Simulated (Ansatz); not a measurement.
## Residual resistivity of an alloy: Al(111) with 4 layers of random Al-Li, 2x2

Wanted: resistance against the alloy's length, first Al(111) with 4 layers of random Al-Li, 2x2.

Calculated with Ansatz 0.2.0; Ansatz plane-wave DFT, PBE, PAW files; ballistic transport by layer matching (Landauer), zero bias; PAW set soft_1.

## 1. Starting point

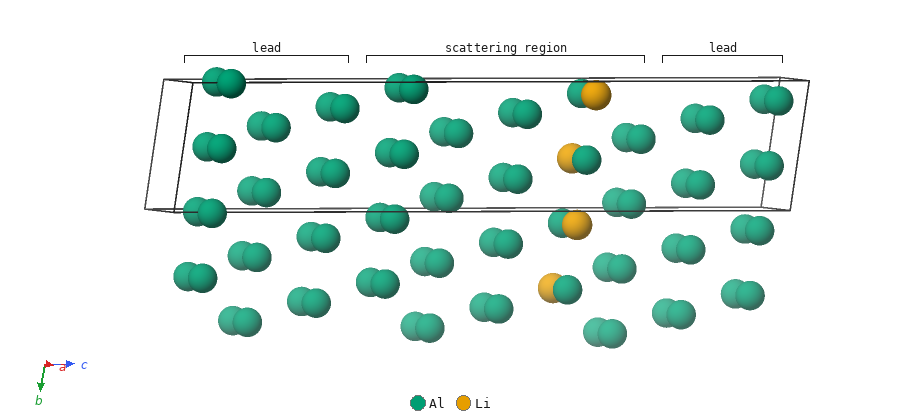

The cell as given, from the side, with the c axis across the page (aluminium teal, lithium orange). 1×2×1 cells are drawn.

The cell holds 40 atoms: 38 Al and 2 Li. Its edges and angles: a = 5.725 Å, b = 5.725 Å, c = 23.429 Å, α = 93.5°, β = 86.5°, γ = 120.0°. It derives from Al. Regions: lead, 24 atoms (24 Al); scattering region, 16 atoms (14 Al and 2 Li). The structure is stacked along c, and the current runs across the ab planes.

## 2. With 4 alloy layers

In 4 layers a share of 0.125 of the sites is given to Li at random. The layers about the cell's end stay perfect and serve as the lead. Energies from -0.05 to 0.05 eV in steps of 0.05 eV are too few for the program's thermal sum, so it prints no conductance; for a metal the transmission near the Fermi level serves, at a fraction of the cost.

Contents of input.yaml:

```yaml
crystal:
  lattice:
    - [5.7246940741, 0.0, 0.0]
    - [-2.862347037, 4.957730497, 0.0]
    - [1.4311735185, -0.8262884162, 23.3709656917]
  atoms:
    - { symbol: Al, position: [0.9916666667, 0.0083333333, 0.05] }
    - { symbol: Al, position: [0.9916666667, 0.5083333333, 0.05] }
    - { symbol: Al, position: [0.4916666667, 0.0083333333, 0.05] }
    - { symbol: Al, position: [0.4916666667, 0.5083333333, 0.05] }
    - { symbol: Al, position: [0.1416666667, 0.3583333333, 0.15] }
    - { symbol: Al, position: [0.1416666667, 0.8583333333, 0.15] }
    - { symbol: Al, position: [0.6416666667, 0.3583333333, 0.15] }
    - { symbol: Al, position: [0.6416666667, 0.8583333333, 0.15] }
    - { symbol: Al, position: [0.2916666667, 0.2083333333, 0.25] }
    - { symbol: Al, position: [0.2916666667, 0.7083333333, 0.25] }
    - { symbol: Al, position: [0.7916666667, 0.2083333333, 0.25] }
    - { symbol: Al, position: [0.7916666667, 0.7083333333, 0.25] }
    - { symbol: Al, position: [0.9416666667, 0.0583333333, 0.35] }
    - { symbol: Al, position: [0.9416666667, 0.5583333333, 0.35] }
    - { symbol: Al, position: [0.4416666667, 0.0583333333, 0.35] }
    - { symbol: Al, position: [0.4416666667, 0.5583333333, 0.35] }
    - { symbol: Al, position: [0.0916666667, 0.4083333333, 0.45] }
    - { symbol: Al, position: [0.0916666667, 0.9083333333, 0.45] }
    - { symbol: Al, position: [0.5916666667, 0.4083333333, 0.45] }
    - { symbol: Al, position: [0.5916666667, 0.9083333333, 0.45] }
    - { symbol: Al, position: [0.2416666667, 0.2583333333, 0.55] }
    - { symbol: Al, position: [0.2416666667, 0.7583333333, 0.55] }
    - { symbol: Al, position: [0.7416666667, 0.2583333333, 0.55] }
    - { symbol: Al, position: [0.7416666667, 0.7583333333, 0.55] }
    - { symbol: Li, position: [0.8916666667, 0.1083333333, 0.65] }
    - { symbol: Al, position: [0.8916666667, 0.6083333333, 0.65] }
    - { symbol: Al, position: [0.3916666667, 0.1083333333, 0.65] }
    - { symbol: Li, position: [0.3916666667, 0.6083333333, 0.65] }
    - { symbol: Al, position: [0.0416666667, 0.4583333333, 0.75] }
    - { symbol: Al, position: [0.0416666667, 0.9583333333, 0.75] }
    - { symbol: Al, position: [0.5416666667, 0.4583333333, 0.75] }
    - { symbol: Al, position: [0.5416666667, 0.9583333333, 0.75] }
    - { symbol: Al, position: [0.1916666667, 0.3083333333, 0.85] }
    - { symbol: Al, position: [0.1916666667, 0.8083333333, 0.85] }
    - { symbol: Al, position: [0.6916666667, 0.3083333333, 0.85] }
    - { symbol: Al, position: [0.6916666667, 0.8083333333, 0.85] }
    - { symbol: Al, position: [0.8416666667, 0.1583333333, 0.95] }
    - { symbol: Al, position: [0.8416666667, 0.6583333333, 0.95] }
    - { symbol: Al, position: [0.3416666667, 0.1583333333, 0.95] }
    - { symbol: Al, position: [0.3416666667, 0.6583333333, 0.95] }
kpoints:
  mp_grid: { grid: [5, 5, 1] }
hamiltonian:
  xc: pbe
  pseudopotentials: { kind: paw, azcp: { folder: soft_1 } }
scf:
  occupations: { method: fermi_dirac, width: 0.1 }
output:
  transmission:
    leads: [[0, 4]]
    kmesh: [10, 10]
    e_range: [-0.05, 0.05]
    de: 0.05
  write_potential: true
  write_density: true
  volumetric_format: npy
```

Command:

```sh
$ ansatz run input.yaml --threads 4 --pin off --max-ram 15360MiB --backend cpu --events-out ev --progress --plain --runs-dir out
```

Numbers of over 12 decimals in the logs are rounded to 6 here.

Output:

```text
Engine: ansatz 0.2.0, x86_64-unknown-linux-gnu
Pseudopotentials: kind: paw
Pseudopotential: Al, paw, valence charge 3, recommended cutoff 420 eV (normal), soft_1/Al.paw.azcp
Pseudopotential: Li, paw, valence charge 3, recommended cutoff 420 eV (normal), soft_1/Li.paw.azcp
Functional definition: PBE
  parameter kappa = 0.804
  parameter beta = 0.066725
  exchange = pbe_x(kappa = kappa, mu = beta*pi^2/3)
  correlation = pbe_c(beta = beta)
Crystal: 40 atoms, lattice volume = 663.303 Å³
Basis set: ecut = 420 eV, 13043 PW (Γ)
Bands: 100, of which v1, the nominal top of the filled ones, is band 60 counted from 1 (59 counted from 0)
Symmetry: 8 space group operations
Space group: P2/m (ITA 10), of the structure as read, at distance tolerance 8.7e-5 Å
k-points: 9 of 25
Non-local potential: Al, projectors of the file, l = 0: 2, l = 1: 2, l = 2: 1
Non-local potential: Li, projectors of the file, l = 0: 3, l = 1: 2, l = 2: 1
PAW form: soft (Blöchl's): semilocal exchange-correlation on the pseudo side does not see the compensation charge
PAW one-centre angular grid: Al, 110 points (default); XC on 64 Gauss nodes
PAW one-centre angular grid: Li, 110 points (default); XC on 96 Gauss nodes
Initial density: superposition of atomic densities (chi_scale 0.1, normalization cell, long waves kept (reshape's long-wave potential 0.96 eV rms))
Initial wavefunctions: pseudopotential atomic-orbital guess
Functional: x = pbe(κ = 0.804, μ = 0.219515), c = pbe(β = 0.066725)
SCF iter   1: F=—  HF=-20845.707638 eV  |F-HF|=—  |Δ(HF+E_count)|=         —  Δρ=3.35e-2  dr2=4.94e2  ethr=3.10e-3  ⟨swp⟩=7.4  Hψ=4768  notcnv=0  defer=24
preconditioner: auto → Kerker (q_TF=auto, 2.052 Å⁻¹)  [metal: Δε(μ)=0.032 eV  Ē_g=6.677 eV  σ=0.100 eV  W_gap=0.08  n_scr=86 (ndim 8)  ℏωp=15.5 eV  f_vac=0.000  D(μ)=17.60/eV (n_scr^D=94)]
SCF iter   2: F=—  HF=-20838.456027 eV  |F-HF|=—  |Δ(HF+E_count)|=    7.25e0  Δρ=1.91e-2  dr2=1.19e2  ethr=3.10e-3  ⟨swp⟩=3.1  Hψ=1282  notcnv=0  defer=81
SCF iter   3: F=—  HF=-20835.289211 eV  |F-HF|=—  |Δ(HF+E_count)|=    3.17e0  Δρ=3.89e-3  dr2=1.91e0  ethr=3.10e-3  ⟨swp⟩=3.9  Hψ=1596  notcnv=0  defer=77
SCF iter   4: F=—  HF=-20835.194579 eV  |F-HF|=—  |Δ(HF+E_count)|=   9.46e-2  Δρ=8.40e-4  dr2=1.86e-1  ethr=1.60e-3  ⟨swp⟩=1.7  Hψ=955  notcnv=0  defer=73
SCF iter   5: F=—  HF=-20835.191181 eV  |F-HF|=—  |Δ(HF+E_count)|=   3.40e-3  Δρ=1.47e-4  dr2=4.78e-4  ethr=1.55e-4  ⟨swp⟩=1.0  Hψ=852  notcnv=0  defer=73
SCF iter   6: F=—  HF=-20835.191128 eV  |F-HF|=—  |Δ(HF+E_count)|=   5.28e-5  Δρ=3.81e-5  dr2=3.02e-4  ethr=3.99e-7  ⟨swp⟩=2.0  Hψ=1391  notcnv=0  defer=73
SCF iter   7: F=—  HF=-20835.191122 eV  |F-HF|=—  |Δ(HF+E_count)|=   6.13e-6  Δρ=1.47e-5  dr2=6.72e-5  ethr=2.51e-7  ⟨swp⟩=1.0  Hψ=827  notcnv=0  defer=73
SCF iter   8: F=—  HF=-20835.191142 eV  |F-HF|=—  |Δ(HF+E_count)|=   2.06e-5  Δρ=3.68e-6  dr2=4.82e-6  ethr=5.60e-8  ⟨swp⟩=1.0  Hψ=868  notcnv=0  defer=73
SCF iter   9: F=—  HF=-20835.191142 eV  |F-HF|=—  |Δ(HF+E_count)|=   1.09e-7  Δρ=5.66e-7  dr2=1.25e-7  ethr=4.02e-9  ⟨swp⟩=1.0  Hψ=827  notcnv=0  defer=73
SCF iter  10: F=-20835.191142 eV  HF=-20835.191142 eV  |F-HF|=1.40e-9  |Δ(HF+E_count)|=   2.70e-9  Δρ=8.98e-8  dr2=1.44e-9  ethr=8.33e-11  ⟨swp⟩=15.2  Hψ=3521  notcnv=0
SCF 1 converged in 10 iterations: F = -20835.191142 eV  dr2 = 1.44e-9
  greatest PAW one-centre occupation: 1.000 electrons in one spin orbital (limit 2), on the Li atom at site 27 (counted from 0), in its partial waves of l = 0
transmission: 96 of 899 steps passed
transmission: 183 of 899 steps passed
[...]
transmission: 899 of 899 steps passed
SCF converged after 10 iterations
Free energy (F): -20835.191142 eV
Harris-Foulkes:  -20835.191142 eV  (|F-HF|=1.40e-9)
Internal energy: -20834.649558 eV  (E = F + TS)
E sigma→0 (E₀):  -20834.920350 eV
Entropy (-TS):   -0.541584 eV (-13.540 meV/atom)
Fermi energy:    7.610076 eV
--- Per-component energies (eV) ---
  E_band       = 220.645494
  E_kinetic    = 881.359576
  E_local      = 127.945175  (includes V_loc(G=0)·N_el)
  E_nonlocal   = 341.139369
  E_hartree    = 82.296777
  E_xc         = -1446.198181
  E_vxc        = -1126.540528  (∫ρ·V_xc dr)
  E_paw        = -17885.481742  (= ΣΔE_a)
  E_vpaw       = -167.852032  (= ΣTr[D̂ρ^β])
  E_aug_tail   = 0.000434  (compensation charges beyond the density's cutoff)
  E_ewald      = -2935.710966
  E_smearing   = -0.541584  (= −TS)
  E_closure    = -0.000000  (closes the sum)
  Σ components = -20835.191142   (vs F -20835.191142, Δ=0.00e0)
--- Band table (eV; the first three rows and the last of 9) ---
  k-point 0: bands = [... 56 lower, 6.0543, 6.1949, 6.5235, 6.5264, 6.6869, 6.7386, 6.7854, 7.0059, ... 36 higher]
  k-point 1: bands = [... 56 lower, 6.4236, 6.4778, 6.7333, 6.8296, 6.9101, 7.1615, 7.3164, 7.3352, ... 36 higher]
  k-point 2: bands = [... 56 lower, 7.5361, 7.6517, 7.7345, 7.7969, 7.8593, 7.8691, 7.9814, 8.0213, ... 36 higher]
  k-point 8: bands = [... 56 lower, 7.6179, 7.6379, 7.6901, 7.7167, 7.8036, 7.8309, 7.9784, 7.9926, ... 36 higher]
--- Transmission ---
  basis      : 253 plane waves across, 29 finite elements along
  points     : 31, standing for a mesh of 10 x 10
  energies   : 3 from -0.050000 to 0.050000 eV about the Fermi level, 0.050000 eV apart; the leads are filled to 0.000000 eV, and channels, transmission and decay are at 0.000000 eV
  crystal 0  : Al4, at the sites [0, 4], period 2.3371 Å, over 21.03 Å; its Hamiltonian steps by up to 23.0 meV
    offset         : up to 0.0000 Å between an atom of the period and one for which it stands
    channels       : 5.390000e0 a spin
    conductance    : none, the energies end too early or step too widely for 300 K: set another output.transmission.e_range or a lower de, or, where they end at an eighth of basis.ecutwfc, a higher one
  junction   : crystal 0 to crystal 0, 3.98 to 25.01 Å
    transmission   : 3.875333e0 a spin
    conductance    : none, the energies end too early or step too widely for 300 K: set another output.transmission.e_range or a lower de, or, where they end at an eighth of basis.ecutwfc, a higher one
```

The job ended after 2.2 min (4 threads of Intel Xeon Platinum 8488C (Sapphire Rapids), shared host; peak memory 2.1 GiB).

Numbers from this step:

| Property | Result |
| --- | --- |
| free energy | -20835.1911 eV |
| energy at zero smearing | -20834.9203 eV |
| Fermi energy | 7.610 eV |
| cell area | 28.38 Å² |
| transmission per spin nearest the Fermi level | 3.875 |
| open channels per spin nearest the Fermi level | 5.39 |
| step of the lead's potential | 23 meV |

Per spin. The transmission, zone mean by energy, zero at the Fermi level:

| energy (eV) | transmission, zone mean |
| --- | --- |
| -0.0500 | 3.82 |
| 0.0000 | 3.88 |
| 0.0500 | 3.96 |

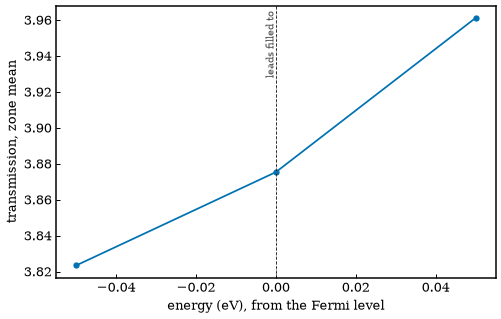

Transmission, zone mean, plotted against energy.

Per spin. The open channels, zone mean, lead by energy, zero at the Fermi level:

| energy (eV) | open channels, zone mean, lead |
| --- | --- |
| -0.0500 | 5.23 |
| 0.0000 | 5.39 |
| 0.0500 | 5.59 |

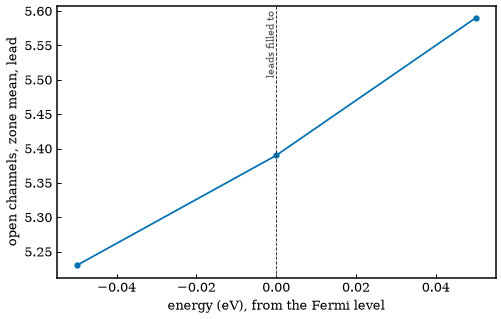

Open channels, zone mean, lead against energy.

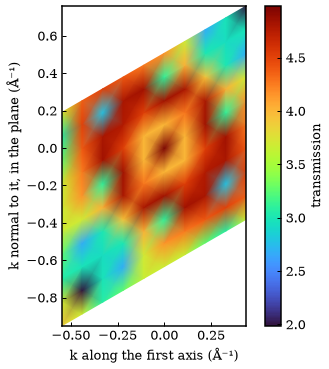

Transmission over k1 and k2. At 0.0000 eV from the Fermi level.

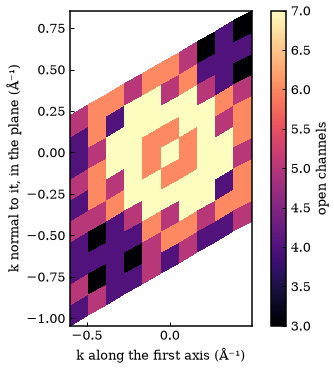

Open channels over k1 and k2. At 0.0000 eV from the Fermi level.

Over the solved energies the transmission per spin lies between 3.82 and 3.96, out of 5.40 channels of the lead on average (up to 5.59).

## 3. With 8 alloy layers

System of this step: Al(111) with 8 layers of random Al-Li, 2x2. The cell holds 56 atoms: 52 Al and 4 Li. Cell: a = 5.725 Å, b = 5.725 Å, c = 32.761 Å, α = 87.5°, β = 92.5°, γ = 120.0°. It derives from Al. Regions: lead, 24 atoms (24 Al); scattering region, 32 atoms (28 Al and 4 Li). The structure is stacked along c, and the current runs across the ab planes.

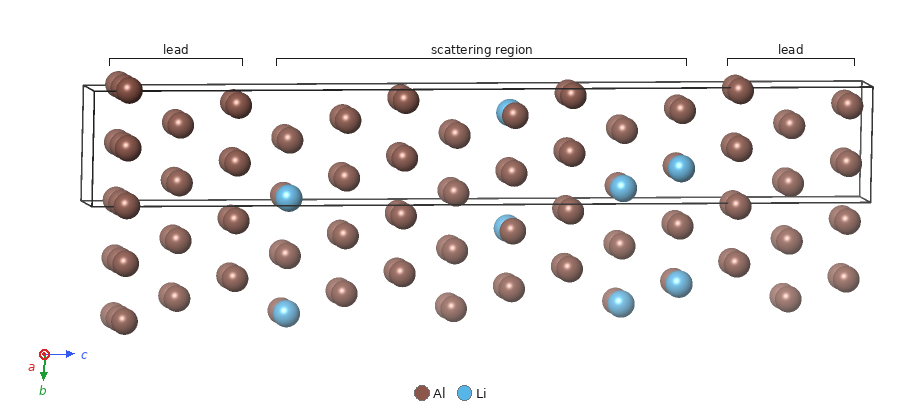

The cell of this step (aluminium brown, lithium blue). 1×2×1 cells are drawn. Some periodic images of atoms are drawn too.

Contents of input.yaml:

```yaml
crystal:
  lattice:
    - [5.7246940741, 0.0, 0.0]
    - [-2.862347037, 4.957730497, 0.0]
    - [-1.4311735185, 0.8262884162, 32.7193519684]
  atoms:
    - { symbol: Al, position: [0.005952381, 0.994047619, 0.0357142857] }
    - { symbol: Al, position: [0.005952381, 0.494047619, 0.0357142857] }
    - { symbol: Al, position: [0.505952381, 0.994047619, 0.0357142857] }
    - { symbol: Al, position: [0.505952381, 0.494047619, 0.0357142857] }
    - { symbol: Al, position: [0.1845238095, 0.3154761905, 0.1071428571] }
    - { symbol: Al, position: [0.1845238095, 0.8154761905, 0.1071428571] }
    - { symbol: Al, position: [0.6845238095, 0.3154761905, 0.1071428571] }
    - { symbol: Al, position: [0.6845238095, 0.8154761905, 0.1071428571] }
    - { symbol: Al, position: [0.3630952381, 0.1369047619, 0.1785714286] }
    - { symbol: Al, position: [0.3630952381, 0.6369047619, 0.1785714286] }
    - { symbol: Al, position: [0.8630952381, 0.1369047619, 0.1785714286] }
    - { symbol: Al, position: [0.8630952381, 0.6369047619, 0.1785714286] }
    - { symbol: Al, position: [0.0416666667, 0.9583333333, 0.25] }
    - { symbol: Al, position: [0.0416666667, 0.4583333333, 0.25] }
    - { symbol: Li, position: [0.5416666667, 0.9583333333, 0.25] }
    - { symbol: Al, position: [0.5416666667, 0.4583333333, 0.25] }
    - { symbol: Al, position: [0.2202380952, 0.2797619048, 0.3214285714] }
    - { symbol: Al, position: [0.2202380952, 0.7797619048, 0.3214285714] }
    - { symbol: Al, position: [0.7202380952, 0.2797619048, 0.3214285714] }
    - { symbol: Al, position: [0.7202380952, 0.7797619048, 0.3214285714] }
    - { symbol: Al, position: [0.3988095238, 0.1011904762, 0.3928571429] }
    - { symbol: Al, position: [0.3988095238, 0.6011904762, 0.3928571429] }
    - { symbol: Al, position: [0.8988095238, 0.1011904762, 0.3928571429] }
    - { symbol: Al, position: [0.8988095238, 0.6011904762, 0.3928571429] }
    - { symbol: Al, position: [0.0773809524, 0.9226190476, 0.4642857143] }
    - { symbol: Al, position: [0.0773809524, 0.4226190476, 0.4642857143] }
    - { symbol: Al, position: [0.5773809524, 0.9226190476, 0.4642857143] }
    - { symbol: Al, position: [0.5773809524, 0.4226190476, 0.4642857143] }
    - { symbol: Li, position: [0.255952381, 0.244047619, 0.5357142857] }
    - { symbol: Al, position: [0.255952381, 0.744047619, 0.5357142857] }
    - { symbol: Al, position: [0.755952381, 0.244047619, 0.5357142857] }
    - { symbol: Al, position: [0.755952381, 0.744047619, 0.5357142857] }
    - { symbol: Al, position: [0.4345238095, 0.0654761905, 0.6071428571] }
    - { symbol: Al, position: [0.4345238095, 0.5654761905, 0.6071428571] }
    - { symbol: Al, position: [0.9345238095, 0.0654761905, 0.6071428571] }
    - { symbol: Al, position: [0.9345238095, 0.5654761905, 0.6071428571] }
    - { symbol: Al, position: [0.1130952381, 0.8869047619, 0.6785714286] }
    - { symbol: Al, position: [0.1130952381, 0.3869047619, 0.6785714286] }
    - { symbol: Li, position: [0.6130952381, 0.8869047619, 0.6785714286] }
    - { symbol: Al, position: [0.6130952381, 0.3869047619, 0.6785714286] }
    - { symbol: Al, position: [0.2916666667, 0.2083333333, 0.75] }
    - { symbol: Al, position: [0.2916666667, 0.7083333333, 0.75] }
    - { symbol: Al, position: [0.7916666667, 0.2083333333, 0.75] }
    - { symbol: Li, position: [0.7916666667, 0.7083333333, 0.75] }
    - { symbol: Al, position: [0.4702380952, 0.0297619048, 0.8214285714] }
    - { symbol: Al, position: [0.4702380952, 0.5297619048, 0.8214285714] }
    - { symbol: Al, position: [0.9702380952, 0.0297619048, 0.8214285714] }
    - { symbol: Al, position: [0.9702380952, 0.5297619048, 0.8214285714] }
    - { symbol: Al, position: [0.1488095238, 0.8511904762, 0.8928571429] }
    - { symbol: Al, position: [0.1488095238, 0.3511904762, 0.8928571429] }
    - { symbol: Al, position: [0.6488095238, 0.8511904762, 0.8928571429] }
    - { symbol: Al, position: [0.6488095238, 0.3511904762, 0.8928571429] }
    - { symbol: Al, position: [0.3273809524, 0.1726190476, 0.9642857143] }
    - { symbol: Al, position: [0.3273809524, 0.6726190476, 0.9642857143] }
    - { symbol: Al, position: [0.8273809524, 0.1726190476, 0.9642857143] }
    - { symbol: Al, position: [0.8273809524, 0.6726190476, 0.9642857143] }
kpoints:
  mp_grid: { grid: [5, 5, 1] }
hamiltonian:
  xc: pbe
  pseudopotentials: { kind: paw, azcp: { folder: soft_1 } }
scf:
  occupations: { method: fermi_dirac, width: 0.1 }
output:
  transmission:
    leads: [[0, 4]]
    kmesh: [10, 10]
    e_range: [-0.05, 0.05]
    de: 0.05
  write_potential: true
  write_density: true
  volumetric_format: npy
```

Output:

```text
[...]
Crystal: 56 atoms, lattice volume = 928.624 Å³
Basis set: ecut = 420 eV, 18271 PW (Γ)
Bands: 140, of which v1, the nominal top of the filled ones, is band 84 counted from 1 (83 counted from 0)
Symmetry: 2 space group operations
[...]
k-points: 9 of 25 (time reversal used)
[...]
SCF iter   1: F=—  HF=-28783.667062 eV  |F-HF|=—  |Δ(HF+E_count)|=         —  Δρ=3.18e-2  dr2=1.10e3  ethr=3.10e-3  ⟨swp⟩=7.9  Hψ=6772  notcnv=0  defer=50
[...]
SCF iter  10: F=-28770.597643 eV  HF=-28770.597643 eV  |F-HF|=5.42e-10  |Δ(HF+E_count)|=   2.50e-9  Δρ=1.09e-7  dr2=6.14e-10  ethr=5.95e-11  ⟨swp⟩=16.0  Hψ=5512  notcnv=0
SCF 1 converged in 10 iterations: F = -28770.597643 eV  dr2 = 6.14e-10
[...]
transmission: 132 of 1271 steps passed
transmission: 255 of 1271 steps passed
[...]
transmission: 1271 of 1271 steps passed
SCF converged after 10 iterations
Free energy (F): -28770.597643 eV
[...]
Internal energy: -28769.862384 eV  (E = F + TS)
E sigma→0 (E₀):  -28770.230013 eV
Entropy (-TS):   -0.735259 eV (-13.130 meV/atom)
Fermi energy:    7.481212 eV
[...]
--- Band table (eV; the first three rows and the last of 9) ---
  k-point 0: bands = [... 80 lower, 6.1718, 6.2388, 6.2668, 6.3601, 6.3974, 6.7058, 6.8271, 6.8720, ... 52 higher]
  k-point 1: bands = [... 80 lower, 6.5382, 6.5800, 6.6505, 6.7804, 6.8851, 6.9597, 7.0484, 7.1344, ... 52 higher]
  k-point 2: bands = [... 80 lower, 7.5113, 7.6168, 7.6545, 7.6873, 7.7401, 7.7860, 7.8141, 7.9113, ... 52 higher]
  k-point 8: bands = [... 80 lower, 7.5819, 7.5992, 7.6445, 7.6733, 7.6938, 7.7850, 7.8112, 7.8688, ... 52 higher]
--- Transmission ---
  basis      : 253 plane waves across, 41 finite elements along
  points     : 31, standing for a mesh of 10 x 10
[...]
channels       : 5.590000e0 a spin
[...]
junction   : crystal 0 to crystal 0, 0.70 to 31.08 Å
    transmission   : 3.510062e0 a spin
[...]
```

Run time: 3.2 min. Hardware: 4 threads; peak memory 2.9 GiB.

This step gave:

| Quantity | Value |
| --- | --- |
| free energy | -28770.5976 eV |
| energy at zero smearing | -28770.2300 eV |
| Fermi energy | 7.481 eV |
| transmission per spin nearest the Fermi level | 3.510 |
| open channels per spin nearest the Fermi level | 5.59 |
| step of the lead's potential | 11.2 meV |

Per spin. Table of transmission, zone mean by energy, zero at the Fermi level:

| energy (eV) | transmission, zone mean |
| --- | --- |
| -0.0500 | 3.44 |
| 0.0000 | 3.51 |
| 0.0500 | 3.48 |

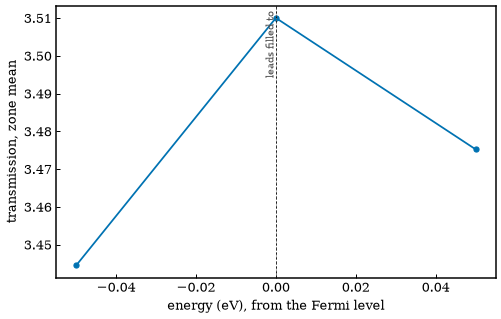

Transmission, zone mean, plotted against energy.

Over the solved energies the transmission per spin lies between 3.44 and 3.51, out of 5.53 channels of the lead on average (up to 5.59).

(Part 1 of 2 ends here.)

[Logs are printed without paths, hosts, clocks, repeated set-up lines and the standing remarks that a program may print on its own settings, such as how far it seeks lower states.]

[Hosts, paths, dates, database ids (printed as entryN), source tags and the programs' standing remarks are cut or masked in the printed files.]
